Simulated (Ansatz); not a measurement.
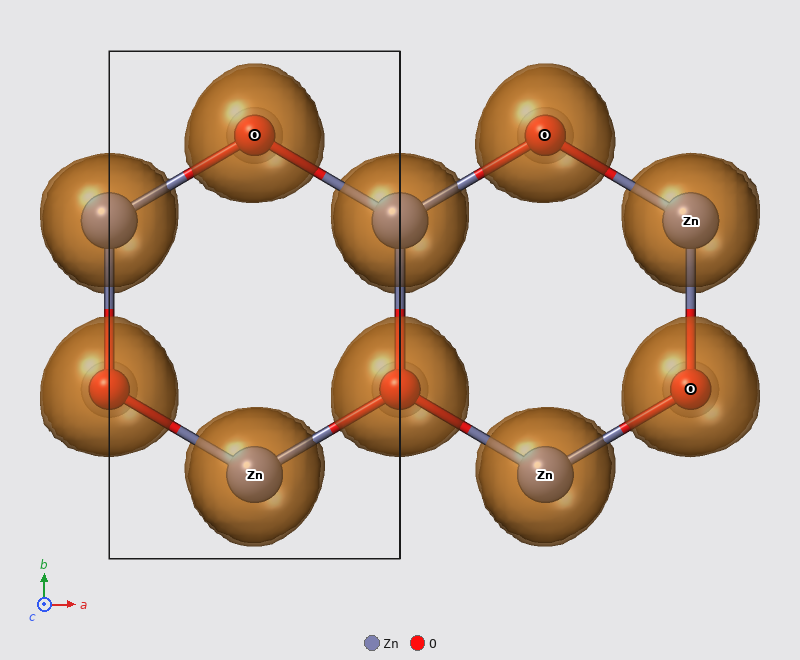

Figure. ZnO. Isosurface of the valence pseudo-density at 0.8 e/Å³ (orange), seen along the c axis. Sticks mark near contacts.

Space group Cmcm; started from the h-MgO (five-fold) prototype, which need not be the ambient phase; changed on purpose from its base cell (uniaxial x strain -0.8%); computed pressure about 8 GPa in this cell.

Theory: DFT, PBE, plane waves, PAW in Ansatz 0.2.0.

In a PAW calculation such maps are meaningful between the atoms, not at the nuclei.

The calculation's input:

```
crystal:
  lattice:
    - [3.3888595327, 0.0, 0.0]
    - [-1.6944297663, 2.9588047637, 0.0]
    - [0.0, 0.0, 4.4775676808]
  atoms:
    - { symbol: Zn, position: [0.3339543485, 0.667908697, 0.25] }
    - { symbol: Zn, position: [0.6660456515, 0.332091303, 0.75] }
    - { symbol: O, position: [0.6658846635, 0.331769327, 0.25] }
    - { symbol: O, position: [0.3341153365, 0.668230673, 0.75] }
kpoints:
  mp_grid: { grid: [12, 12, 6] }
  band_path:
    path:
      - [0.0, 0.0, 0.0]
      - [0.5, 0.0, 0.0]
      - [0.3333333333, 0.3333333333, 0.0]
      - [0.0, 0.0, 0.5]
      - [0.5, 0.0, 0.5]
      - [0.3333333333, 0.3333333333, 0.5]
      - [0.328125, 0.333333, -0.5]
    npoints: 1
hamiltonian:
  xc: pbe
scf:
  occupations: { method: fermi_dirac, width: 0.02 }
  n_extra_bands: 5
output:
  forces: true
  stress: true
  eigenvalues: true
  write_density: true
  write_potential: true
  elf: true
  volumetric_format: npy
```

Command:

```sh
ansatz run input.yaml --threads 4 --pin off --max-ram 3686MiB --backend cpu --events-out ev --progress --plain --runs-dir out
```

Below, planes, directions and counts refer to the conventional cell (a = 3.39 Å, b = 5.92 Å, c = 4.48 Å, α = 90.00°, β = 90.00°, γ = 90.00°).

### What does this surface tell about the bonding?

At this value the density breaks into separate islands; it holds about 75 % of the electrons treated as valence. It bridges none of the near contacts. It is pinched off along the shortest Zn–O (1.96 Å) and Zn–O (2.24 Å) contacts. On the grid the lowest density along these lines, outside the cores, is 0.6 e/Å³ (Zn–O, 1.96 Å) and 0.3 e/Å³ (Zn–O, 2.24 Å).

### Does the calculation give a band gap?

It is gapped, with a Kohn–Sham gap of 1.1 eV on the k-point mesh (the band edges may lie off the mesh, which would make the gap smaller).
